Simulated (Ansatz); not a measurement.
Run report: ZrO2, geometry relaxation (part 1 of 2)

The run: geometry relaxation of ZrO2 (Fm-3m, 3 atoms in the cell). Method and program: DFT PBE, scalar-relativistic, plane waves, PAW, no spin polarisation (Ansatz 0.2.0).

The structure derives from an entry of the Crystallography Open Database.

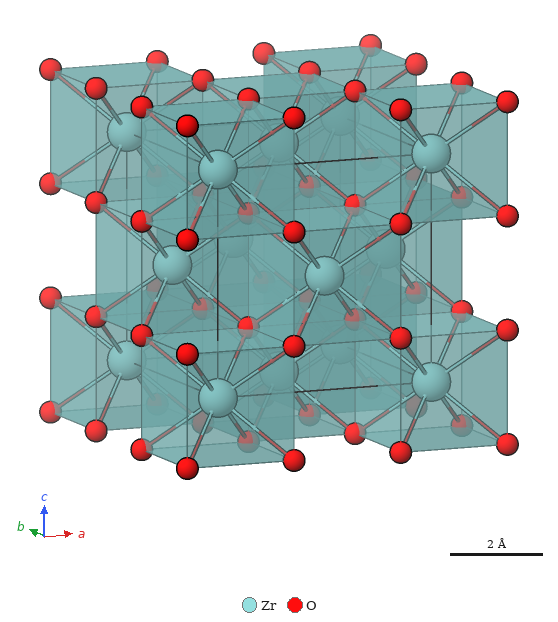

Figure 1. The input geometry (polyhedral view of the cell 4 times as large as that of the calculation, set on its symmetry axes, seen slightly off an axis; polyhedra are completed across the faces of the cell). An atom can appear more than once, as a periodic image.

## Results in brief

```json
{"quantity": "outcome", "value": "converged"}
{"quantity": "space group (tolerance 0.01 Å)", "value": "Fm-3m (225)"}
{"quantity": "electrons treated", "value": "24"}
{"quantity": "free energy", "value": "−5323.8204 eV"}
{"quantity": "Fermi energy", "value": "13.566 eV"}
{"quantity": "gap on the k-point mesh", "value": "3.32 eV"}
{"quantity": "pressure", "value": "0.01 GPa"}
{"quantity": "final volume", "value": "33.47 Å³"}
{"quantity": "largest force (length of the vector) at the end", "value": "under 0.001 eV/Å"}
{"quantity": "final cell", "value": "a = 3.617 Å, b = 3.617 Å, c = 3.617 Å, α = 60.00°, β = 60.00°, γ = 60.00°"}
{"quantity": "hardware", "value": "2 threads of Arm Neoverse V1, 24 GiB of memory available, shared host"}
{"quantity": "wall time", "value": "4.2 s (CPU time 7.3 s)"}
{"quantity": "peak memory", "value": "0.3 GiB"}
```

## The input
```yaml
crystal:
  lattice:
    - [0.0, 2.535, 2.535]
    - [2.535, 0.0, 2.535]
    - [2.535, 2.535, 0.0]
  atoms:
    - { symbol: Zr, position: [0.0, 0.0, 0.0] }
    - { symbol: O, position: [0.25, 0.25, 0.25] }
    - { symbol: O, position: [0.75, 0.75, 0.75] }
basis:
  ecutwfc: 420
kpoints:
  mp_grid: { grid: [8, 8, 8] }
hamiltonian:
  xc: pbe
scf:
  occupations: { method: gaussian, width: 0.02 }
output:
  forces: true
  stress: true
  eigenvalues: true
relax:
  adjacent_minimum: "off"
  f_tol: 0.005
  max_steps: 80
  cell: { stress_tol: 0.05 }
```

Command:
```bash
ansatz run input.yaml --threads 2 --pin off --max-ram 5120MiB --backend cpu --events-out ev --progress --plain --runs-dir out
```

## What the program printed
```
Engine: ansatz 0.2.0, aarch64-unknown-linux-gnu
Pseudopotentials: kind: paw
Pseudopotential: Zr, paw, valence charge 12, recommended cutoff 420 eV (normal), Zr.paw.azcp
Pseudopotential: O, paw, valence charge 6, recommended cutoff 420 eV (normal), O.paw.azcp
Functional definition: PBE
  parameter kappa = 0.804
  parameter beta = 0.06672455060314922
  exchange = pbe_x(kappa = kappa, mu = beta*pi^2/3)
  correlation = pbe_c(beta = beta)
Crystal: 3 atoms, lattice volume = 32.581 Å³
Basis set: ecut = 420 eV, 609 PW (Γ), exchange–correlation on 48×48×48 points (8 copies of the dense FFT grid, shifted against one another)
Bands: 16, of which v1, the nominal top of the filled ones, is band 12 counted from 1 (11 counted from 0)
Symmetry: 48 space group operations
Space group: Fm-3m (ITA 225), of the structure as read, at distance tolerance 3.2e-5 Å
k-points: 29 of 512
Non-local potential: Zr, projectors of the file, l = 0: 3, l = 1: 2, l = 2: 2, l = 3: 2
Non-local potential: O, projectors of the file, l = 0: 2, l = 1: 2, l = 2: 1
PAW form: soft (Blöchl's): semilocal exchange-correlation on the pseudo side does not see the compensation charge
PAW one-centre angular grid: Zr, 590 points (default); XC on 64 Gauss nodes
PAW one-centre angular grid: O, 110 points (default); XC on 64 Gauss nodes
Initial density: superposition of atomic densities (neutral atoms: chi_scale 0, normalization atom), corrected by the library's trained network
Initial wavefunctions: pseudopotential atomic-orbital guess
Functional: x = pbe(κ = 0.804, μ = 0.2195149727645171), c = pbe(β = 0.06672455060314922)
SCF iter   1: F=—  HF=-5323.801817 eV  |F-HF|=—  |Δ(HF+E_count)|=         —  Δρ=2.25e-3  dr2=1.09e-3  ethr=1.77e-3  ⟨swp⟩=6.0  Hψ=2178  notcnv=0
preconditioner: auto → none  [insulator: Δε(μ)=3.425 eV  Ē_g=17.353 eV  σ=0.020 eV  W_gap=1.00  n_scr=14 (ndim 8)  ℏωp=30.5 eV  f_vac=0.023  D(μ)=0.00/eV (n_scr^D=0)  ε∞_Penn≈4.1]
SCF iter   2: F=—  HF=-5323.801804 eV  |F-HF|=—  |Δ(HF+E_count)|=   1.29e-5  Δρ=1.55e-3  dr2=5.97e-4  ethr=4.54e-6  ⟨swp⟩=2.0  Hψ=1158  notcnv=0
SCF iter   3: F=—  HF=-5323.801691 eV  |F-HF|=—  |Δ(HF+E_count)|=   1.13e-4  Δρ=5.99e-4  dr2=1.75e-5  ethr=2.49e-6  ⟨swp⟩=2.0  Hψ=678  notcnv=0
SCF iter   4: F=—  HF=-5323.801645 eV  |F-HF|=—  |Δ(HF+E_count)|=   4.67e-5  Δρ=1.69e-4  dr2=1.62e-6  ethr=7.27e-8  ⟨swp⟩=2.0  Hψ=803  notcnv=0
iter 5 did not close the SCF: its close was put off for the readings that it lacked (scf_convergence_deferred on its scf_iter line)
SCF iter   5: F=-5323.801652 eV  HF=-5323.801652 eV  |F-HF|=2.40e-8  |Δ(HF+E_count)|=   7.49e-6  Δρ=1.46e-5  dr2=2.29e-8  ethr=6.76e-9  ⟨swp⟩=2.0  Hψ=810  notcnv=0
SCF iter   6: F=-5323.801652 eV  HF=-5323.801652 eV  |F-HF|=1.41e-10  |Δ(HF+E_count)|=   3.02e-8  Δρ=2.06e-6  dr2=8.44e-10  ethr=9.54e-11  ⟨swp⟩=2.0  Hψ=1648  notcnv=0
SCF 1 converged in 6 iterations: F = -5323.801652 eV  dr2 = 8.44e-10
  greatest PAW one-centre occupation: 0.995 electrons in one spin orbital (limit 2), on the Zr atom at site 0 (counted from 0), in its partial waves of l = 0
relax step   1: F+E_penalty+E_count = -5323.80165220 eV  Δ(F+E_penalty+E_count) = +0.000e0 eV  max|allowed force component| = 3.855e-18 eV/Å  Δτ_max = 0.0000 Å  P = +6.759 GPa  Ω = 32.581 Å³  (6 SCF iters, dr2 threshold 1.00e-7 eV, accepted)
Crystal: 3 atoms, lattice volume = 33.589 Å³
Basis set: ecut = 420 eV, 645 PW (Γ), exchange–correlation on 48×48×48 points (8 copies of the dense FFT grid, shifted against one another)
Initial density: handed on by an earlier stage of this run
Initial wavefunctions: those handed on with the density
iter 1 solved again at ethr=2.96e-5 eV; its pass at ethr=3.10e-3 eV (dr2=7.12e-3 eV) is discarded
SCF iter   1: F=—  HF=-5323.816231 eV  |F-HF|=—  |Δ(HF+E_count)|=         —  Δρ=5.02e-3  dr2=7.03e-3  ethr=2.96e-5  ⟨swp⟩=1.0  Hψ=2952  notcnv=0
preconditioner: auto → none  [insulator: Δε(μ)=3.263 eV  Ē_g=17.102 eV  σ=0.020 eV  W_gap=1.00  n_scr=14 (ndim 8)  ℏωp=30.1 eV  f_vac=0.030  D(μ)=0.00/eV (n_scr^D=0)  ε∞_Penn≈4.1]
SCF iter   2: F=—  HF=-5323.815258 eV  |F-HF|=—  |Δ(HF+E_count)|=   9.74e-4  Δρ=3.10e-3  dr2=2.90e-3  ethr=2.93e-5  ⟨swp⟩=2.0  Hψ=812  notcnv=0
SCF iter   3: F=—  HF=-5323.814588 eV  |F-HF|=—  |Δ(HF+E_count)|=   6.70e-4  Δρ=7.62e-4  dr2=1.99e-4  ethr=1.21e-5  ⟨swp⟩=2.0  Hψ=760  notcnv=0
SCF iter   4: F=—  HF=-5323.814482 eV  |F-HF|=—  |Δ(HF+E_count)|=   1.06e-4  Δρ=2.18e-4  dr2=1.32e-5  ethr=8.29e-7  ⟨swp⟩=2.0  Hψ=643  notcnv=0
SCF iter   5: F=-5323.814492 eV  HF=-5323.814491 eV  |F-HF|=1.56e-7  |Δ(HF+E_count)|=   9.28e-6  Δρ=2.46e-5  dr2=1.28e-7  ethr=1.25e-9  ⟨swp⟩=3.7  Hψ=2054  notcnv=0
the search or the solves at the SCF's close seem to have found levels that the self-consistency loop had missed (the run counts 1). By its estimate they hold under 1e-12 electrons; where the run keeps them, the occupations were computed again with them
SCF 2 converged in 5 iterations: F = -5323.814492 eV  dr2 = 1.28e-7
relax step   2: F+E_penalty+E_count = -5323.81449153 eV  Δ(F+E_penalty+E_count) = -1.284e-2 eV  max|allowed force component| = 7.903e-18 eV/Å  Δτ_max = 0.0000 Å  P = -1.081 GPa  Ω = 33.589 Å³  energy of the carried Pulay correction = -4.432e-3 eV  (5 SCF iters, dr2 threshold 3.00e-7 eV, accepted)
Crystal: 3 atoms, lattice volume = 33.447 Å³
iter 1 solved again at ethr=6.66e-7 eV; its pass at ethr=3.10e-3 eV (dr2=1.60e-4 eV) is discarded
SCF iter   1: F=—  HF=-5323.815763 eV  |F-HF|=—  |Δ(HF+E_count)|=         —  Δρ=6.92e-4  dr2=1.30e-4  ethr=6.66e-7  ⟨swp⟩=2.4  Hψ=2782  notcnv=0
preconditioner: auto → none  [insulator: Δε(μ)=3.326 eV  Ē_g=17.150 eV  σ=0.020 eV  W_gap=1.00  n_scr=14 (ndim 8)  ℏωp=30.1 eV  f_vac=0.027  D(μ)=0.00/eV (n_scr^D=0)  ε∞_Penn≈4.1]
SCF iter   2: F=—  HF=-5323.815623 eV  |F-HF|=—  |Δ(HF+E_count)|=   1.40e-4  Δρ=4.28e-4  dr2=5.58e-5  ethr=5.41e-7  ⟨swp⟩=2.0  Hψ=696  notcnv=0
SCF iter   3: F=—  HF=-5323.815609 eV  |F-HF|=—  |Δ(HF+E_count)|=   1.33e-5  Δρ=9.87e-5  dr2=3.24e-6  ethr=2.32e-7  ⟨swp⟩=2.0  Hψ=643  notcnv=0
SCF iter   4: F=-5323.815610 eV  HF=-5323.815610 eV  |F-HF|=8.15e-8  |Δ(HF+E_count)|=   1.12e-8  Δρ=2.74e-5  dr2=1.97e-7  ethr=1.25e-9  ⟨swp⟩=3.0  Hψ=1787  notcnv=0
SCF 3 converged in 4 iterations: F = -5323.815610 eV  dr2 = 1.97e-7
relax step   3: F+E_penalty+E_count = -5323.81560958 eV  Δ(F+E_penalty+E_count) = -1.118e-3 eV  max|allowed force component| = 8.674e-18 eV/Å  Δτ_max = 0.0000 Å  P = -0.038 GPa  Ω = 33.447 Å³  energy of the carried Pulay correction = -3.813e-3 eV  (4 SCF iters, dr2 threshold 3.00e-7 eV, accepted)
Basis set: ecut = 420 eV, 645 PW (Γ), exchange–correlation on 50×50×50 points (8 copies of the dense FFT grid, shifted against one another)
Initial wavefunctions: pseudopotential atomic-orbital guess (no wavefunctions were taken with the density)
iter 1 solved again at ethr=4.85e-8 eV; its pass at ethr=3.10e-3 eV (dr2=1.16e-5 eV) is discarded
SCF iter   1: F=—  HF=-5323.819863 eV  |F-HF|=—  |Δ(HF+E_count)|=         —  Δρ=3.16e-4  dr2=4.03e-6  ethr=4.85e-8  ⟨swp⟩=3.4  Hψ=3577  notcnv=0
preconditioner: auto → none  [insulator: Δε(μ)=3.320 eV  Ē_g=17.148 eV  σ=0.020 eV  W_gap=1.00  n_scr=14 (ndim 8)  ℏωp=30.1 eV  f_vac=0.025  D(μ)=0.00/eV (n_scr^D=0)  ε∞_Penn≈4.1]
SCF iter   2: F=—  HF=-5323.820051 eV  |F-HF|=—  |Δ(HF+E_count)|=   1.88e-4  Δρ=1.56e-4  dr2=1.84e-6  ethr=1.68e-8  ⟨swp⟩=2.0  Hψ=696  notcnv=0
SCF iter   3: F=—  HF=-5323.820069 eV  |F-HF|=—  |Δ(HF+E_count)|=   1.83e-5  Δρ=8.57e-5  dr2=7.46e-7  ethr=7.68e-9  ⟨swp⟩=2.0  Hψ=660  notcnv=0
SCF iter   4: F=—  HF=-5323.820075 eV  |F-HF|=—  |Δ(HF+E_count)|=   5.80e-6  Δρ=1.08e-5  dr2=9.31e-9  ethr=3.11e-9  ⟨swp⟩=2.0  Hψ=686  notcnv=0
SCF iter   5: F=—  HF=-5323.820075 eV  |F-HF|=—  |Δ(HF+E_count)|=   7.13e-8  Δρ=1.69e-6  dr2=4.03e-10  ethr=3.88e-11  ⟨swp⟩=2.1  Hψ=678  notcnv=0
SCF iter   6: F=-5323.820075 eV  HF=-5323.820075 eV  |F-HF|=4.55e-12  |Δ(HF+E_count)|=  5.91e-10  Δρ=1.01e-7  dr2=2.41e-12  ethr=1.00e-12  ⟨swp⟩=4.0  Hψ=2294  notcnv=0
SCF 4 converged in 6 iterations: F = -5323.820075 eV  dr2 = 2.41e-12
relax step   4: F+E_penalty+E_count = -5323.82007516 eV  Δ(F+E_penalty+E_count) = -4.466e-3 eV  max|allowed force component| = 1.002e-17 eV/Å  Δτ_max = 0.0000 Å  P = +0.185 GPa  Ω = 33.447 Å³  stress off target by 1.85e-1 GPa  SCF on the basis re-selected at this cell (its energy is not comparable with the rows above)  (6 SCF iters)
basis re-selected at this cell: Δ(F+E_penalty+E_count) = -4.466e-3 eV, ΔP = +0.224 GPa vs the last step (what re-selecting the basis moved, of the pressure what is left beyond the Pulay correction that the steps carried, after the strain that the cell walked since its last selection, with what the two solves' SCF thresholds leave and, on support functions, any second-order correction that the steps lacked; it is no measure of the basis error at this ecutwfc). The dense FFT grid was sized anew with the basis: this SCF ran on 25×25×25 points, the steps before it on 24×24×24, so part of this shift can come from that change (see relax.cell in the input reference). This SCF's stress stands 1.85e-1 GPa from its target on what of the cell is left free (relax.cell.stress_tol is 5.00e-2 GPa) and its largest allowed force component is 1.00e-17 eV/Å (relax.f_tol is 5.00e-3 eV/Å): not within both, so this SCF does not close the relaxation
Crystal: 3 atoms, lattice volume = 33.472 Å³
iter 1 solved again at ethr=2.22e-8 eV; its pass at ethr=3.10e-3 eV (dr2=5.33e-6 eV) is discarded
SCF iter   1: F=—  HF=-5323.819872 eV  |F-HF|=—  |Δ(HF+E_count)|=         —  Δρ=1.24e-4  dr2=4.28e-6  ethr=2.22e-8  ⟨swp⟩=2.2  Hψ=2735  notcnv=0
preconditioner: auto → none  [insulator: Δε(μ)=3.316 eV  Ē_g=17.142 eV  σ=0.020 eV  W_gap=1.00  n_scr=14 (ndim 8)  ℏωp=30.1 eV  f_vac=0.025  D(μ)=0.00/eV (n_scr^D=0)  ε∞_Penn≈4.1]
SCF iter   2: F=—  HF=-5323.819982 eV  |F-HF|=—  |Δ(HF+E_count)|=   1.09e-4  Δρ=8.14e-5  dr2=2.01e-6  ethr=1.78e-8  ⟨swp⟩=2.0  Hψ=696  notcnv=0
SCF iter   3: F=—  HF=-5323.819981 eV  |F-HF|=—  |Δ(HF+E_count)|=   4.70e-7  Δρ=1.80e-5  dr2=1.13e-7  ethr=8.36e-9  ⟨swp⟩=2.0  Hψ=641  notcnv=0
SCF iter   4: F=-5323.819981 eV  HF=-5323.819981 eV  |F-HF|=3.29e-9  |Δ(HF+E_count)|=   1.07e-8  Δρ=5.11e-6  dr2=7.34e-9  ethr=3.57e-10  ⟨swp⟩=4.0  Hψ=1392  notcnv=0
SCF 5 converged in 4 iterations: F = -5323.819981 eV  dr2 = 7.34e-9
```
